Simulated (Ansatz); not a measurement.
Geometry relaxation of Mo₇S₁₇ (part 1 of 2)

The run: geometry relaxation of Mo₇S₁₇ (defect cell, 24 atoms in the cell). Method and program: DFT PBE+D3(BJ), scalar-relativistic, plane waves, PAW, no spin polarisation (Ansatz 0.2.0).

The structure derives from a Materials Project entry. It belongs to a series of runs on one base structure; here: S on a Mo site (d), charge +0, atoms relaxed at the host's cell. Figures and captions count atoms from 1; the log counts them from 0 in places.

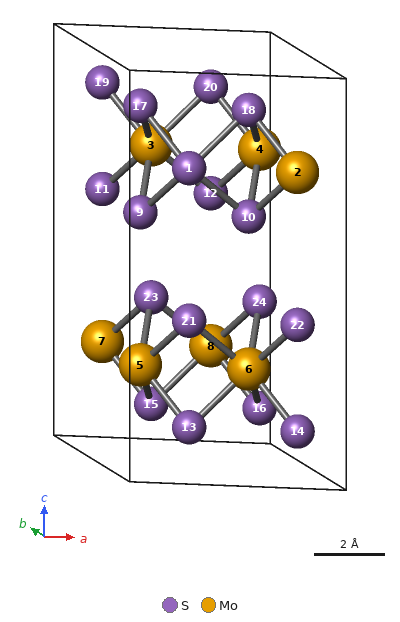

The starting structure (ball-and-stick view of the cell of the calculation, seen slightly off an axis; atoms are numbered from 1 in the order of the input). An atom can appear more than once, as a periodic image.

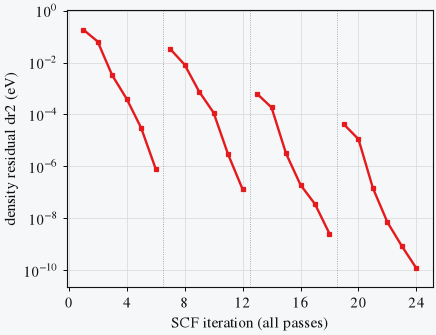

Convergence of the self-consistent field: density residual dr2 against the SCF iteration. The dotted lines part the SCF passes of the relaxation: geometry steps, rejected trials and re-solves on a re-selected basis. The passes take 6, 6, 6 and 6 iterations.

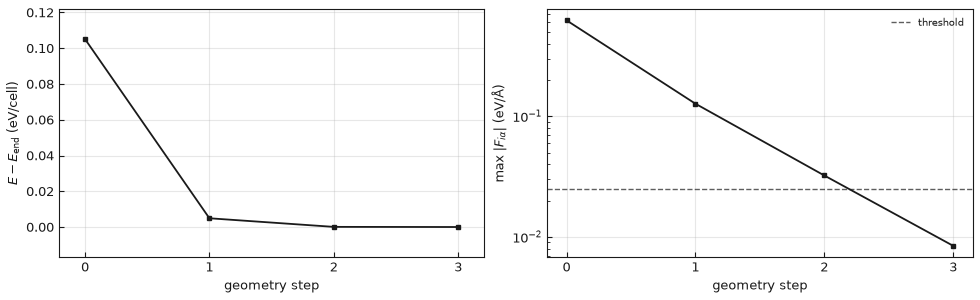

Progress of the relaxation, step by step (the first geometry is step 0 here and step 1 in the log).

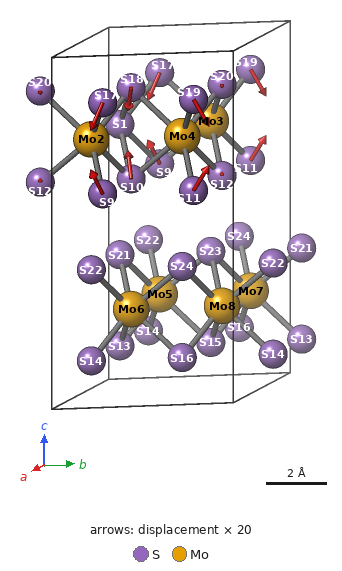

The starting structure with the displacements as red arrows, magnified 20 times (ball-and-stick view of the cell of the calculation, with bonded neighbours outside it, seen slightly off an axis). The largest moves, 0.054 Å, are those of S9, S10, S11, S17, S18 and S19. Mo stays in place. The cell stays as it was. Distances before and after: S1–S10 2.400 → 2.348 Å, Mo2–S10 2.400 → 2.381 Å, Mo2–S12 2.400 → 2.395 Å. Among the angles that change: S9–Mo2–S10 82.0° → 84.4°, S9–Mo2–S17 81.5° → 79.3°. After 3 geometry steps the energy has fallen by 0.105 eV per cell of the calculation. Largest force component: 0.62 eV/Å at the start, 0.0084 eV/Å at the end. (Atoms are counted from 1 in the order of the input.)

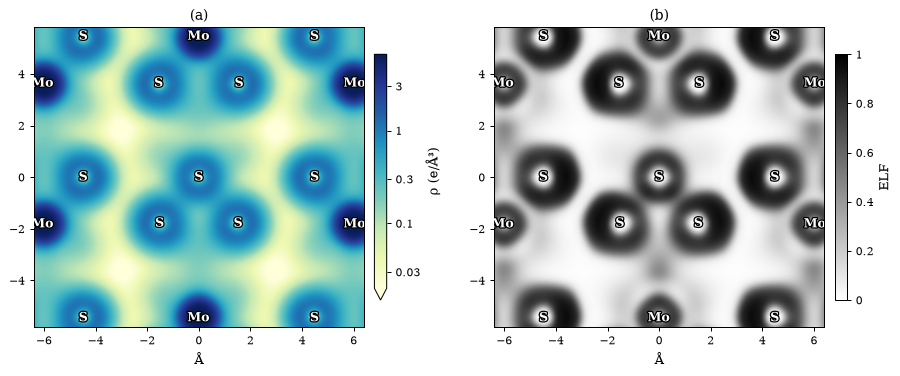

(a) valence electron density; (b) ELF on the (110) plane of the calculation cell. S–S (2.35 Å): ρ is about 0.6 e/Å³ halfway; the ELF peaks at about 0.85 between the atoms (a shared electron pair). Mo–S (2.39 Å): ρ is about 0.61 e/Å³ halfway; the ELF is about 0.45 at the midpoint. Away from the nuclei the density in this plane falls to 0.02 e/Å³ at its lowest. The strong features right at Mo lie inside the PAW spheres (semicore, d or f shells) and say nothing about bonding. The fields are those of the smooth PAW valence density.

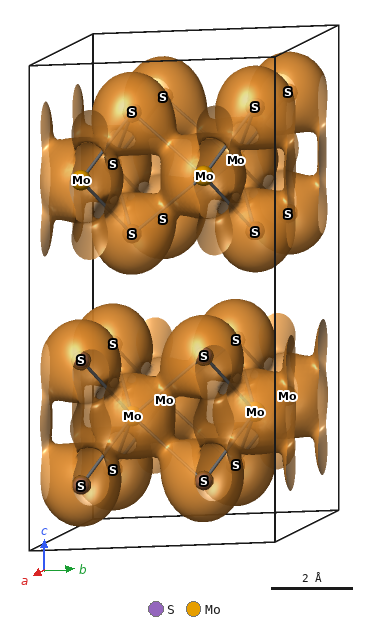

Isosurface of the valence charge density (pseudo) at 0.5 e/Å³ (orange), seen slightly off an axis. Sticks mark near contacts. The outline is the calculation cell. At this value the density is joined into sheets; it holds about 70 % of the electrons treated as valence (semicore included). On the grid the lowest density along these lines, outside the cores, is 0.6 e/Å³ (S–S, 2.35 Å) and 0.64 e/Å³ (Mo–S, 2.38 Å).

The input that produced these results follows, with the program's output.

Input
```yaml
crystal:
  lattice:
    - [3.1492766197, -5.4547071124, 0.0]
    - [-6.2985532394, -1.0e-10, 0.0]
    - [0.0, 0.0, -12.0928266346]
  atoms:
    - { symbol: S, position: [0.3333333333, 0.1666666667, 0.75] }
    - { symbol: Mo, position: [0.8333333333, 0.1666666667, 0.75] }
    - { symbol: Mo, position: [0.3333333333, 0.6666666667, 0.75] }
    - { symbol: Mo, position: [0.8333333333, 0.6666666667, 0.75] }
    - { symbol: Mo, position: [0.1666666667, 0.3333333333, 0.25] }
    - { symbol: Mo, position: [0.6666666667, 0.3333333333, 0.25] }
    - { symbol: Mo, position: [0.1666666667, 0.8333333333, 0.25] }
    - { symbol: Mo, position: [0.6666666667, 0.8333333333, 0.25] }
    - { symbol: S, position: [0.1666666667, 0.3333333333, 0.6205140352] }
    - { symbol: S, position: [0.6666666667, 0.3333333333, 0.6205140352] }
    - { symbol: S, position: [0.1666666667, 0.8333333333, 0.6205140352] }
    - { symbol: S, position: [0.6666666667, 0.8333333333, 0.6205140352] }
    - { symbol: S, position: [0.3333333333, 0.1666666667, 0.1205140352] }
    - { symbol: S, position: [0.8333333333, 0.1666666667, 0.1205140352] }
    - { symbol: S, position: [0.3333333333, 0.6666666667, 0.1205140352] }
    - { symbol: S, position: [0.8333333333, 0.6666666667, 0.1205140352] }
    - { symbol: S, position: [0.1666666667, 0.3333333333, 0.8794859648] }
    - { symbol: S, position: [0.6666666667, 0.3333333333, 0.8794859648] }
    - { symbol: S, position: [0.1666666667, 0.8333333333, 0.8794859648] }
    - { symbol: S, position: [0.6666666667, 0.8333333333, 0.8794859648] }
    - { symbol: S, position: [0.3333333333, 0.1666666667, 0.3794859649] }
    - { symbol: S, position: [0.8333333333, 0.1666666667, 0.3794859649] }
    - { symbol: S, position: [0.3333333333, 0.6666666667, 0.3794859649] }
    - { symbol: S, position: [0.8333333333, 0.6666666667, 0.3794859649] }
  host:
    lattice:
      - [3.1492766197, 0.0, 0.0]
      - [-1.5746383099, 2.7273535562, 0.0]
      - [0.0, 0.0, 12.0928266346]
    atoms:
      - { symbol: Mo, position: [0.6666666667, 0.3333333333, 0.25] }
      - { symbol: Mo, position: [0.3333333333, 0.6666666667, 0.75] }
      - { symbol: S, position: [0.3333333333, 0.6666666667, 0.3794859648] }
      - { symbol: S, position: [0.6666666667, 0.3333333333, 0.8794859648] }
      - { symbol: S, position: [0.3333333333, 0.6666666667, 0.1205140352] }
      - { symbol: S, position: [0.6666666667, 0.3333333333, 0.6205140351] }
basis:
  ecutwfc: 420
  xc_grid: 2
kpoints:
  mp_grid: { grid: [3, 3, 2], shift: [0.0, 0.0, 0.5] }
hamiltonian:
  xc: pbe
  dispersion: d3bj
scf:
  occupations: { method: gaussian, width: 0.01 }
output:
  forces: true
  stress: false
  eigenvalues: true
  charged_corrections:
    defect_position: [0.33333333, 0.16666667, 0.75]
    epsilon: [[15.7271, 0.0, 0.0], [0.0, 15.7271, 0.0], [0.0, 0.0, 7.2062]]
  write_density: true
  write_potential: true
  elf: true
  volumetric_format: npy
relax:
  adjacent_minimum: "off"
  f_tol: 0.025
  max_steps: 45
```

Launch command:
```bash
ansatz run input.yaml --threads 4 --pin off --max-ram 10240MiB --backend cpu --events-out ev --progress --plain --runs-dir out
```

The program's output
```
Engine: ansatz 0.2.0, x86_64-unknown-linux-gnu
Pseudopotentials: kind: paw
Pseudopotential: S, paw, valence charge 6, recommended cutoff 420 eV (normal), S.paw.azcp
Pseudopotential: Mo, paw, valence charge 14, recommended cutoff 420 eV (normal), Mo.paw.azcp
Functional definition: PBE
  parameter kappa = 0.804
  parameter beta = 0.06672455060314922
  exchange = pbe_x(kappa = kappa, mu = beta*pi^2/3)
  correlation = pbe_c(beta = beta)
Crystal: 24 atoms, lattice volume = 415.470 Å³
Basis set: ecut = 420 eV, 8129 PW (Γ), exchange–correlation on 90×90×162 points (8 copies of the dense FFT grid, shifted against one another)
Bands: 124, of which v1, the nominal top of the filled ones, is band 100 counted from 1 (99 counted from 0)
Symmetry: 12 space group operations
Space group: P-6m2 (ITA 187), of the structure as read, at distance tolerance 7.5e-5 Å
k-points: 3 of 18 (time reversal used)
Non-local potential: S, projectors of the file, l = 0: 2, l = 1: 2, l = 2: 2
Non-local potential: Mo, projectors of the file, l = 0: 3, l = 1: 2, l = 2: 2, l = 3: 1
PAW form: soft (Blöchl's): semilocal exchange-correlation on the pseudo side does not see the compensation charge
PAW one-centre angular grid: S, 110 points (default); XC on 64 Gauss nodes
PAW one-centre angular grid: Mo, 590 points (default); XC on 64 Gauss nodes
Initial density: superposition of atomic densities (neutral atoms: chi_scale 0, normalization atom), corrected by the library's trained network
Initial wavefunctions: pseudopotential atomic-orbital guess
Functional: x = pbe(κ = 0.804, μ = 0.2195149727645171), c = pbe(β = 0.06672455060314922)
SCF iter   1: F=—  HF=-50051.092183 eV  |F-HF|=—  |Δ(HF+E_count)|=         —  Δρ=7.05e-3  dr2=1.86e-1  ethr=1.77e-3  ⟨swp⟩=6.0  Hψ=1410  notcnv=0
preconditioner: auto → Resta (q_TF=auto, 2.415 Å⁻¹)  ε∞=8.7  [insulator: Δε(μ)=0.229 eV  Ē_g=7.871 eV  σ=0.010 eV  W_gap=1.00  n_scr=110 (ndim 8)  ℏωp=21.9 eV  f_vac=0.007  D(μ)=0.00/eV (n_scr^D=0)  ε∞_Penn≈8.7]
SCF iter   2: F=—  HF=-50051.094570 eV  |F-HF|=—  |Δ(HF+E_count)|=   2.39e-3  Δρ=3.91e-3  dr2=6.41e-2  ethr=9.30e-5  ⟨swp⟩=2.0  Hψ=627  notcnv=0  defer=50
SCF iter   3: F=—  HF=-50051.097325 eV  |F-HF|=—  |Δ(HF+E_count)|=   2.75e-3  Δρ=4.26e-4  dr2=3.25e-3  ethr=3.21e-5  ⟨swp⟩=3.3  Hψ=569  notcnv=0  defer=50
SCF iter   4: F=—  HF=-50051.096869 eV  |F-HF|=—  |Δ(HF+E_count)|=   4.56e-4  Δρ=1.55e-4  dr2=4.02e-4  ethr=1.62e-6  ⟨swp⟩=2.0  Hψ=471  notcnv=0  defer=50
SCF iter   5: F=—  HF=-50051.096810 eV  |F-HF|=—  |Δ(HF+E_count)|=   5.90e-5  Δρ=5.17e-5  dr2=3.06e-5  ethr=2.01e-7  ⟨swp⟩=2.0  Hψ=424  notcnv=0  defer=50
SCF iter   6: F=-50051.096813 eV  HF=-50051.096812 eV  |F-HF|=3.76e-7  |Δ(HF+E_count)|=   2.00e-6  Δρ=1.28e-5  dr2=8.29e-7  ethr=7.81e-9  ⟨swp⟩=15.3  Hψ=3290  notcnv=0
SCF 1 converged in 6 iterations: F = -50051.096813 eV  dr2 = 8.29e-7
  greatest PAW one-centre occupation: 0.998 electrons in one spin orbital (limit 2), on the Mo atom at site 2 (counted from 0), in its partial waves of l = 0
relax step   1: F+E_penalty+E_count = -50051.09681265 eV  Δ(F+E_penalty+E_count) = +0.000e0 eV  max|allowed force component| = 6.241e-1 eV/Å  Δτ_max = 0.0000 Å  (6 SCF iters, dr2 threshold 1.56e-5 eV, accepted)
Initial density: handed on by an earlier stage of this run
Initial wavefunctions: those handed on with the density
iter 1 solved again at ethr=1.61e-5 eV; its pass at ethr=3.10e-3 eV (dr2=3.22e-2 eV) is discarded
SCF iter   1: F=—  HF=-50051.203492 eV  |F-HF|=—  |Δ(HF+E_count)|=         —  Δρ=2.42e-3  dr2=3.34e-2  ethr=1.61e-5  ⟨swp⟩=2.3  Hψ=1128  notcnv=0  defer=51
preconditioner: auto → Resta (q_TF=auto, 2.415 Å⁻¹)  ε∞=8.6  [insulator: Δε(μ)=0.057 eV  Ē_g=7.927 eV  σ=0.010 eV  W_gap=1.00  n_scr=110 (ndim 8)  ℏωp=21.9 eV  f_vac=0.009  D(μ)=0.02/eV (n_scr^D=0)  ε∞_Penn≈8.6]
SCF iter   2: F=—  HF=-50051.198949 eV  |F-HF|=—  |Δ(HF+E_count)|=   4.54e-3  Δρ=1.19e-3  dr2=8.28e-3  ethr=1.61e-5  ⟨swp⟩=2.0  Hψ=396  notcnv=0  defer=51
SCF iter   3: F=—  HF=-50051.197241 eV  |F-HF|=—  |Δ(HF+E_count)|=   1.71e-3  Δρ=2.08e-4  dr2=7.65e-4  ethr=4.14e-6  ⟨swp⟩=2.3  Hψ=471  notcnv=0  defer=51
SCF iter   4: F=—  HF=-50051.197052 eV  |F-HF|=—  |Δ(HF+E_count)|=   1.89e-4  Δρ=7.80e-5  dr2=1.18e-4  ethr=3.83e-7  ⟨swp⟩=2.0  Hψ=496  notcnv=0  defer=51
iter 5 did not close the SCF: its close was put off for the readings that it lacked (scf_convergence_deferred on its scf_iter line)
SCF iter   5: F=-50051.197029 eV  HF=-50051.197030 eV  |F-HF|=8.48e-7  |Δ(HF+E_count)|=   2.16e-5  Δρ=1.90e-5  dr2=2.94e-6  ethr=5.88e-8  ⟨swp⟩=2.0  Hψ=454  notcnv=0  defer=51
SCF iter   6: F=-50051.197030 eV  HF=-50051.197030 eV  |F-HF|=4.62e-8  |Δ(HF+E_count)|=   1.42e-7  Δρ=5.03e-6  dr2=1.34e-7  ethr=1.47e-9  ⟨swp⟩=13.7  Hψ=3044  notcnv=0
SCF 2 converged in 6 iterations: F = -50051.197030 eV  dr2 = 1.34e-7
  greatest PAW one-centre occupation: 0.998 electrons in one spin orbital (limit 2), on the Mo atom at site 3 (counted from 0), in its partial waves of l = 0
relax step   2: F+E_penalty+E_count = -50051.19703044 eV  Δ(F+E_penalty+E_count) = -1.002e-1 eV  max|allowed force component| = 1.271e-1 eV/Å  Δτ_max = 0.0487 Å  (6 SCF iters, dr2 threshold 2.43e-5 eV, accepted)
SCF iter   1: F=—  HF=-50051.201824 eV  |F-HF|=—  |Δ(HF+E_count)|=         —  Δρ=4.56e-4  dr2=6.27e-4  ethr=9.56e-6  ⟨swp⟩=3.0  Hψ=711  notcnv=0  defer=51
preconditioner: auto → Resta (q_TF=auto, 2.415 Å⁻¹)  ε∞=8.6  [insulator: Δε(μ)=0.079 eV  Ē_g=7.931 eV  σ=0.010 eV  W_gap=1.00  n_scr=110 (ndim 8)  ℏωp=21.9 eV  f_vac=0.009  D(μ)=0.00/eV (n_scr^D=0)  ε∞_Penn≈8.6]
SCF iter   2: F=—  HF=-50051.201859 eV  |F-HF|=—  |Δ(HF+E_count)|=   3.52e-5  Δρ=2.54e-4  dr2=1.86e-4  ethr=3.14e-7  ⟨swp⟩=2.0  Hψ=594  notcnv=0  defer=51
SCF iter   3: F=—  HF=-50051.201845 eV  |F-HF|=—  |Δ(HF+E_count)|=   1.38e-5  Δρ=2.78e-5  dr2=3.16e-6  ethr=9.31e-8  ⟨swp⟩=2.0  Hψ=524  notcnv=0  defer=51
iter 4 did not close the SCF: its close was put off for the readings that it lacked (scf_convergence_deferred on its scf_iter line)
SCF iter   4: F=-50051.201846 eV  HF=-50051.201846 eV  |F-HF|=4.70e-8  |Δ(HF+E_count)|=   7.69e-7  Δρ=6.06e-6  dr2=1.96e-7  ethr=1.58e-9  ⟨swp⟩=2.0  Hψ=562  notcnv=0  defer=51
iter 5 did not close the SCF: its close was put off for the readings that it lacked (scf_convergence_deferred on its scf_iter line)
SCF iter   5: F=-50051.201846 eV  HF=-50051.201846 eV  |F-HF|=8.03e-9  |Δ(HF+E_count)|=   8.06e-8  Δρ=2.01e-6  dr2=3.56e-8  ethr=9.78e-11  ⟨swp⟩=2.0  Hψ=586  notcnv=0  defer=51
SCF iter   6: F=-50051.201846 eV  HF=-50051.201846 eV  |F-HF|=1.24e-9  |Δ(HF+E_count)|=   1.86e-8  Δρ=5.53e-7  dr2=2.59e-9  ethr=1.78e-11  ⟨swp⟩=11.0  Hψ=2556  notcnv=0
SCF 3 converged in 6 iterations: F = -50051.201846 eV  dr2 = 2.59e-9
relax step   3: F+E_penalty+E_count = -50051.20184634 eV  Δ(F+E_penalty+E_count) = -4.816e-3 eV  max|allowed force component| = 3.228e-2 eV/Å  Δτ_max = 0.0111 Å  (6 SCF iters, dr2 threshold 1.01e-6 eV, accepted)
SCF iter   1: F=—  HF=-50051.201926 eV  |F-HF|=—  |Δ(HF+E_count)|=         —  Δρ=8.69e-5  dr2=4.15e-5  ethr=2.45e-8  ⟨swp⟩=3.0  Hψ=863  notcnv=0  defer=4
SCF iter   2: F=—  HF=-50051.201927 eV  |F-HF|=—  |Δ(HF+E_count)|=   6.17e-7  Δρ=4.58e-5  dr2=1.12e-5  ethr=2.08e-8  ⟨swp⟩=1.3  Hψ=430  notcnv=0  defer=4
SCF iter   3: F=—  HF=-50051.201925 eV  |F-HF|=—  |Δ(HF+E_count)|=   2.13e-6  Δρ=6.15e-6  dr2=1.45e-7  ethr=5.60e-9  ⟨swp⟩=2.0  Hψ=525  notcnv=0  defer=4
iter 4 did not close the SCF: its close was put off for the readings that it lacked (scf_convergence_deferred on its scf_iter line)
SCF iter   4: F=-50051.201925 eV  HF=-50051.201925 eV  |F-HF|=2.41e-9  |Δ(HF+E_count)|=   6.13e-9  Δρ=1.02e-6  dr2=7.12e-9  ethr=7.26e-11  ⟨swp⟩=2.0  Hψ=586  notcnv=0  defer=4
iter 5 did not close the SCF: its close was put off for the readings that it lacked (scf_convergence_deferred on its scf_iter line)
SCF iter   5: F=-50051.201925 eV  HF=-50051.201925 eV  |F-HF|=1.09e-10  |Δ(HF+E_count)|=  6.48e-10  Δρ=3.27e-7  dr2=8.53e-10  ethr=3.56e-12  ⟨swp⟩=2.0  Hψ=507  notcnv=0  defer=4
SCF iter   6: F=-50051.201925 eV  HF=-50051.201925 eV  |F-HF|=5.82e-11  |Δ(HF+E_count)|=  2.26e-10  Δρ=8.12e-8  dr2=1.20e-10  ethr=1.00e-12  ⟨swp⟩=8.0  Hψ=2057  notcnv=0
SCF 4 converged in 6 iterations: F = -50051.201925 eV  dr2 = 1.20e-10
relax step   4: F+E_penalty+E_count = -50051.20192457 eV  Δ(F+E_penalty+E_count) = -7.823e-5 eV  max|allowed force component| = 8.431e-3 eV/Å  Δτ_max = 0.0013 Å  (6 SCF iters, accepted)
SCF converged after 6 iterations
Free energy (F): -50051.201925 eV
Harris-Foulkes:  -50051.201925 eV  (|F-HF|=5.82e-11)
Internal energy: -50051.201925 eV  (E = F + TS)
E sigma→0 (E₀):  -50051.201925 eV
Fermi energy:    10.841818 eV
--- Per-component energies (eV) ---
  E_band       = -1007.667496
  E_kinetic    = 4926.100001
  E_local      = -13881.410227  (includes V_loc(G=0)·N_el)
  E_nonlocal   = 1484.564323
  E_hartree    = 5328.152324
  E_xc         = -2945.119480
  E_vxc        = -3103.474475  (∫ρ·V_xc dr)
  E_paw        = -32612.435163  (= ΣΔE_a)
  E_vpaw       = -1089.752208  (= ΣTr[D̂ρ^β])
  E_aug_tail   = 0.000295  (compensation charges beyond the density's cutoff)
  E_ewald      = -12340.814565
  E_disp       = -10.239433  (pairwise vdW)
  E_smearing   = -0.000000  (= −TS)
  E_closure    = 0.000000  (closes the sum)
  Σ components = -50051.201925   (vs F -50051.201925, Δ=0.00e0)
```
